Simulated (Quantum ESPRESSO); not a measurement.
# Energy of CdS along an even scaling of the cell

System: CdS (2 atoms in the cell).
Method: Kohn-Sham DFT of a periodic cell, r2SCAN, SG15 PBE 1.2, no spin polarisation (Quantum ESPRESSO 7.5).

The 7 runs differ only in the geometry, by an even scaling of the cell at fixed fractional positions. The structure derives from an entry of the Crystallography Open Database.

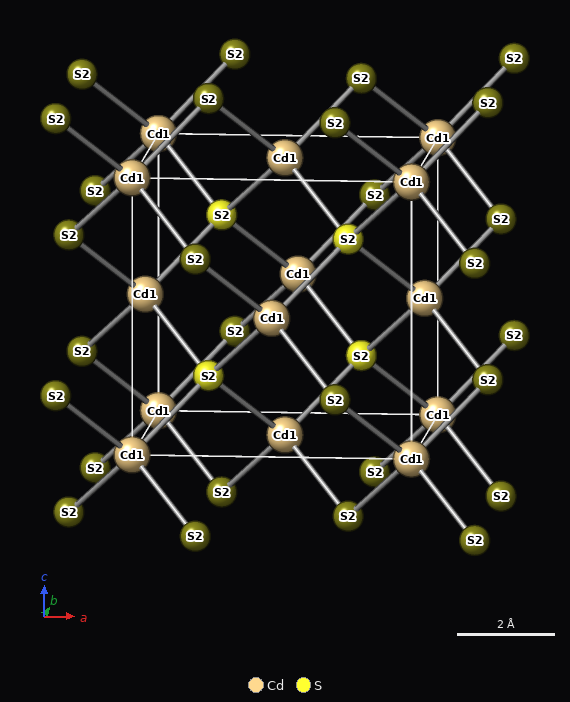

Figure 1. The structure of run 4 (ball-and-stick view of the cell 4 times as large as that of the calculation, set on its symmetry axes, seen at an oblique angle; neighbours outside the cell are drawn fainter; atoms are numbered from 1 in the order of the input). An atom can appear more than once, as a periodic image.

## Input of run 4
```
&CONTROL
  calculation = 'scf'
  prefix = 'pwscf'
  outdir = './tmp'
  pseudo_dir = './pseudo'
  tstress = .true.
  disk_io = 'nowf'
/
&SYSTEM
  ibrav = 0
  nat = 2
  ntyp = 2
  ecutwfc = 70
  nbnd = 20
  input_dft = 'r2scan'
  occupations = 'smearing'
  smearing = 'fd'
  degauss = 0.00367493
  nosym = .true.
  nr1 = 48
  nr2 = 48
  nr3 = 48
/
&ELECTRONS
  conv_thr = 1d-08
  electron_maxstep = 120
  mixing_beta = 0.5
/
ATOMIC_SPECIES
Cd   112.4140 Cd_ONCV_PBE-1.2.upf
S     32.0600 S_ONCV_PBE-1.2.upf
CELL_PARAMETERS angstrom
   0.0000000000    2.9165000000    2.9165000000
   2.9165000000    0.0000000000    2.9165000000
   2.9165000000    2.9165000000    0.0000000000
ATOMIC_POSITIONS crystal
Cd     0.0000000000    0.0000000000    0.0000000000
S      0.7500000000    0.7500000000    0.7500000000
K_POINTS automatic
6 6 6 0 0 0
```

Command:
```bash
OMP_NUM_THREADS=1 mpirun -n 4 pw.x -nk 4 -in pw.in > pw.out
```

Lattice vectors (Å) and fractional positions of run 4:
```
   0.000000    2.916500    2.916500
   2.916500    0.000000    2.916500
   2.916500    2.916500    0.000000
Cd  0.000000  0.000000  0.000000
S   0.750000  0.750000  0.750000
```

Run 5 differs from it as follows:
```diff
-   0.0000000000    2.9165000000    2.9165000000
-   2.9165000000    0.0000000000    2.9165000000
-   2.9165000000    2.9165000000    0.0000000000
+   0.0000000000    2.9358151324    2.9358151324
+   2.9358151324    0.0000000000    2.9358151324
+   2.9358151324    2.9358151324    0.0000000000
```

## Results, with one run withheld

| run | volume per atom (Å³) | free energy per atom, from the lowest run given (meV) | pressure (GPa) | gap on the mesh (eV) |
| --- | --- | --- | --- | --- |
| 1 | 23.319 | 35.17 | 6.17 | 1.57 |
| 2 | 23.815 | 18.75 | 4.40 | 1.53 |
| 3 | 24.312 | 7.54 | 2.82 | 1.48 |
| 4 | 24.808 | 0.98 | 1.39 | 1.44 |
| 5 | 25.304 | ? | ? | ? |
| 6 | 25.800 | 0.00 | −1.04 | 1.35 |
| 7 | 26.296 | 4.76 | −2.07 | 1.30 |

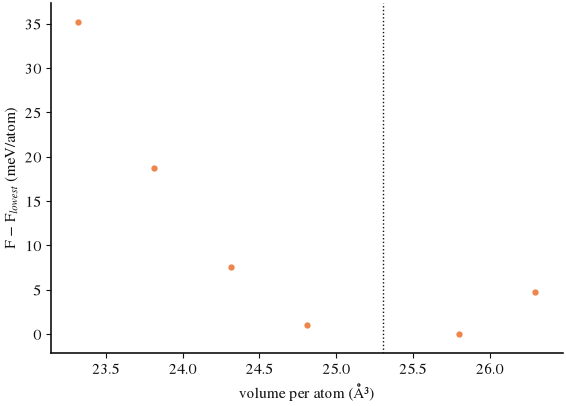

Figure 2. Free energy per atom of the runs given; the dotted line marks run 5.

Fit the runs given and predict run 5.

A cubic polynomial in V^(−2/3) (the Birch–Murnaghan form), fitted to the 6 runs given, misses them by at most 0.01 meV per atom. With x = V^(−2/3) − 0.11794 Å⁻², it reads F = 2.1523 + 3414.6 x + 8.2242e+05 x² + 1.7355e+06 x³ (meV per atom). At run 5 it gives −1.38 meV per atom, and the run itself gives −1.38. The slope of the fit gives a pressure −dF/dV of 0.14 GPa there, and the run prints 0.11 GPa. The fit has its minimum at 25.360 Å³ per atom, where V d²F/dV² gives 61.2 GPa: the bulk modulus at this level, since symmetry fixes the shape and the positions. The gap on the mesh goes, without turning, from 1.57 eV in run 1 to 1.30 eV in run 7; run 5 has 1.39 eV. These are gaps of this functional on this mesh, which can miss the band edges; they aren't the measured gap.

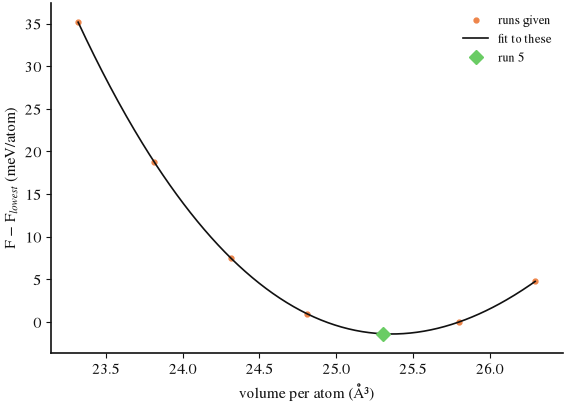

Figure 3. The fit and the withheld run.

## Some lines of the output (run 5)
```
[...]
     total energy              =    -331.33154265 Ry
     total energy              =    -331.41986960 Ry
     total energy              =    -331.42893132 Ry
     total energy              =    -331.43012919 Ry
     total energy              =    -331.43024936 Ry
     total energy              =    -331.43025391 Ry
     total energy              =    -331.43025416 Ry
     total energy              =    -331.43025429 Ry
     total energy              =    -331.43025431 Ry
     the Fermi energy is     7.8884 ev
!    total energy              =    -331.43025431 Ry
     The total energy is F=E-TS. E is the sum of the following terms:
     Computing stress (Cartesian axis) and pressure
          total   stress  (Ry/bohr**3)                   (kbar)     P=        1.10
```

Notes: Further notes kept with the run: potentials made for another functional. Points of doubt noted for this run: potentials made for another functional.
